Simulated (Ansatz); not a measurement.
System: MoS₂, space group R3m, 3 atoms in the primitive cell. The cell is scaled at fixed shape and fractional positions. At 17.73 Å³/atom, a = 3.160 Å, c = 18.450 Å (hexagonal axes). Level of theory: LDA, Ansatz PAW, no spin polarisation, no spin-orbit coupling, 10×10×10 k mesh, 420 eV cutoff; code Ansatz.

At 17.73 Å³/atom the lowest conduction levels at the points plotted lie 1.49 eV (F), 1.54 eV (L), 1.99 eV (Γ) and 0.88 eV (the mesh minimum) above the valence top at Z.

**How does each level move from 16.66 Å³/atom to 18.79 Å³/atom?**

F falls by 0.15 eV, L falls by 0.16 eV, Γ falls by 0.12 eV and the mesh minimum rises by 0.11 eV. Straight lines against ln V have slopes of −1.2 eV at F, −1.4 eV at L, −1.1 eV at Γ and +0.9 eV at the mesh minimum.

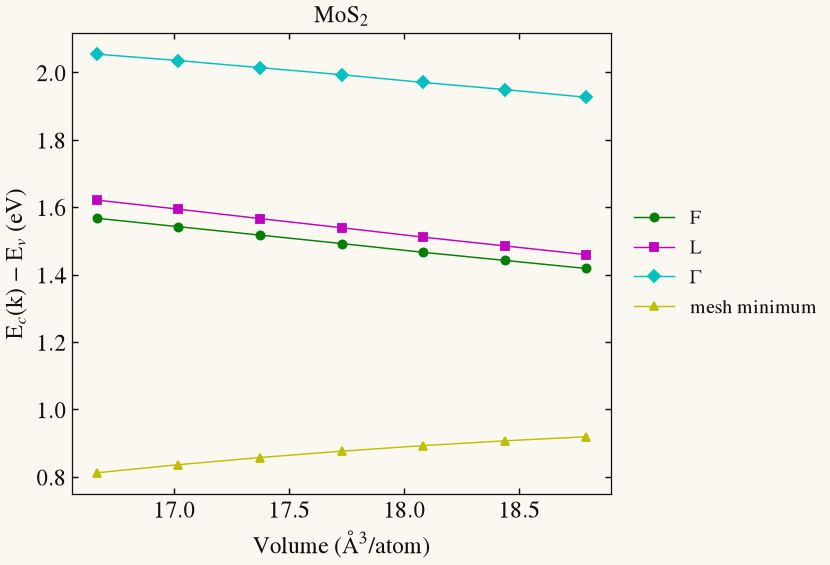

Lowest conduction level at each named k point, counted from the valence-band top at Z, and the lowest one over the whole k mesh (the mesh minimum, which lies off these points). In reduced coordinates of the cell that was run, F is (0.5, 0.5, 0), L is (0.5, 0, 0) and Z is (0.5, 0.5, 0.5).

```csv
volume,F (eV),L (eV),Γ (eV),mesh minimum (eV),pressure (GPa)
16.66 Å³/atom,1.57,1.62,2.05,0.81,8.4
17.02 Å³/atom,1.54,1.59,2.04,0.84,4.4
17.37 Å³/atom,1.52,1.57,2.01,0.86,0.8
17.73 Å³/atom,1.49,1.54,1.99,0.88,−2.4
18.08 Å³/atom,1.47,1.51,1.97,0.89,−5.3
18.44 Å³/atom,1.44,1.49,1.95,0.91,−7.9
18.79 Å³/atom,1.42,1.46,1.93,0.92,−10.2
```

Spin-orbit coupling is left out, which matters for Mo. The PAW data sets were made with another functional. LDA, GGA and most meta-GGA functionals understate gaps.
